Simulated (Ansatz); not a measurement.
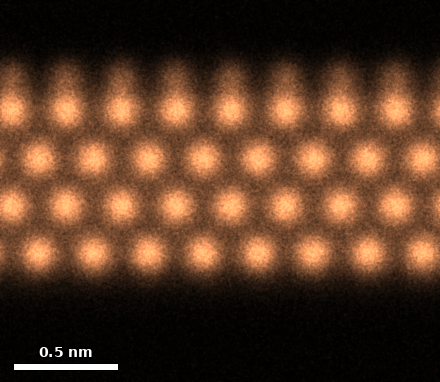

Cross-section of a slab, seen along a direction in its plane, the normal pointing up. Simulated as the projected potential of neutral atoms (B = 0.5 Å²) blurred by a 1.20 Å probe, the thin-sample limit of integrated differential phase contrast. Shot noise was added. Model: the geometry relaxed in a fixed cell under constraints with Ansatz 0.2.0, DFT r2SCAN, scalar-relativistic, plane waves, PAW. The model holds Ti and O.

> How many atomic planes does the slab have, and what do they hold from top to bottom?

5 planes (atoms within 0.35 Å in height count as one plane):

| plane | content | depth below the top plane (Å) |
| --- | --- | --- |
| 1 | O | 0.0 |
| 2 | Ti | 1.6 |
| 3 | Ti | 3.9 |
| 4 | Ti | 6.2 |
| 5 | Ti | 8.5 |

> How thick is it, and how does it end on either side?

The outermost planes are 8.5 Å apart. The upper face ends in O and the lower in Ti, so the sequence of planes is different from the two sides.

The model is a (110) slab of Ti (Im-3m) with overall composition Ti4O.
